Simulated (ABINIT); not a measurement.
System: BeS.

The calculation's input:

```
# Pseudopotentials
pp_dirpath "./"
pseudos "S.GGA_PBE-JTH.xml, Be.GGA_PBE-JTH.xml"

# Structure
acell 3.4987296266 3.4987296266 3.4294678888 Angstrom
rprim
     0.0000000000     0.6931087163     0.7208330649
     0.6931087163     0.0000000000     0.7208330649
     0.7071067812     0.7071067812     0.0000000000
ntypat 2
znucl 16 4
natom 2
typat 1 2
xcart
     3.6375000000     3.6375000000     3.7830000000
     0.0000000000     0.0000000000     0.0000000000 Angstrom
chkprim 0
chksymtnons 0
tolsym 1.0e-6

# Plane-wave basis
ecut 544.227725 eV
pawecutdg 40.0
pawxcdev 0

# k points
kptopt 1
ngkpt 9 9 9
nshiftk 1
shiftk 0.0 0.0 0.0

# Exchange and correlation
ixc 11

# Bands and occupations
nband 9
occopt 3
tsmear 0.00183747

# SCF cycle
nstep 100
tolvrs 1.0e-9

# Output
iomode 3
prtwf 0
prteig 0
prtebands 0
enunit 2
prtden 1
prtvha 1
prtvclmb 1
prtpot 1
```

Launched as:

```sh
abinit run.abi > log 2>&1
```

Below, planes, directions and counts refer to the conventional cell (a = 3.43 Å, b = 3.43 Å, c = 5.04 Å, α = 90.00°, β = 90.00°, γ = 90.00°).

Space group I-4m2; computed pressure about −2 GPa in this cell.

Level of theory: Kohn-Sham DFT of a periodic cell, PBE, JTH PAW PBE v2.0 (ABINIT 10.8.3).

Question: What will maps of the valence pseudo-density show?

Answer: Be–S (2.13 Å): ρ is about 0.64 e/Å³ halfway.

Question: Does the calculation make it a metal, or give it a gap?

Answer: It is gapped, with a Kohn–Sham gap of 3.1 eV on the k-point mesh, an upper bound to the gap of this method.

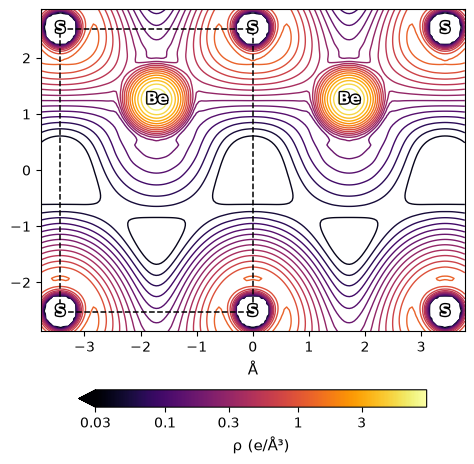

Computed valence pseudo-density on the (100) plane of the conventional cell. 
